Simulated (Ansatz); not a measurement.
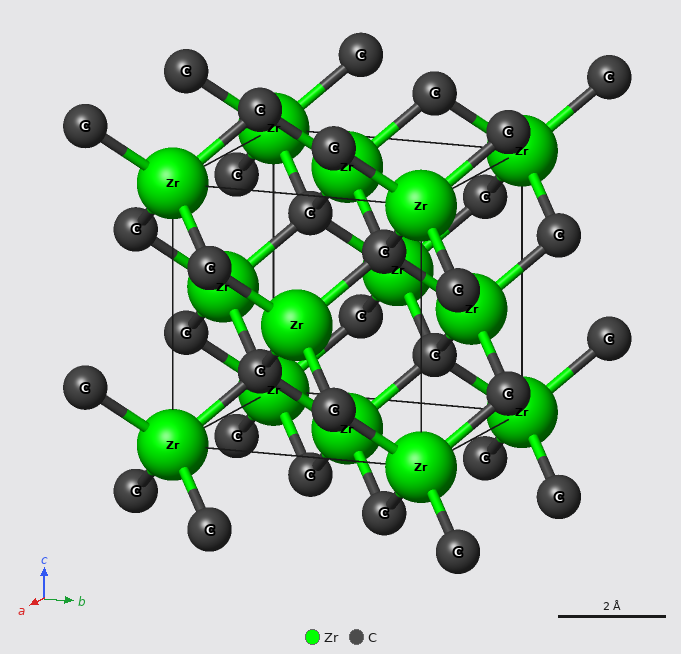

This ball-and-stick model is shown slightly off an axis. The conventional unit cell is drawn as a box. Some neighbours outside the box are added.

ZrC, space group F-43m (No. 216), a = 5.05 Å, b = 5.05 Å, c = 5.05 Å, α = 90.00°, β = 90.00°, γ = 90.00°.

All computed values are from DFT LDA, scalar-relativistic, plane waves, PAW in Ansatz. Settings: cutoff 420 eV, k-points about 0.18 Å⁻¹ apart, Gaussian smearing of 0.02 eV, no spin polarisation.

> What does the calculation say: metal or gapped?

A semiconductor at this level, with a gap of 0.41 eV on the k-mesh (the true edges may lie between mesh points, so the gap can be somewhat smaller).

> State the hydrostatic pressure.

The computed pressure is -3.3 GPa (stretched: it would shrink).

The structure was taken from a structure type filled with these elements by a generator (whether the compound takes this form wasn't checked). Earlier steps of the study may have refined or changed the cell and positions. Ansatz was used for an electronic-structure calculation on it.
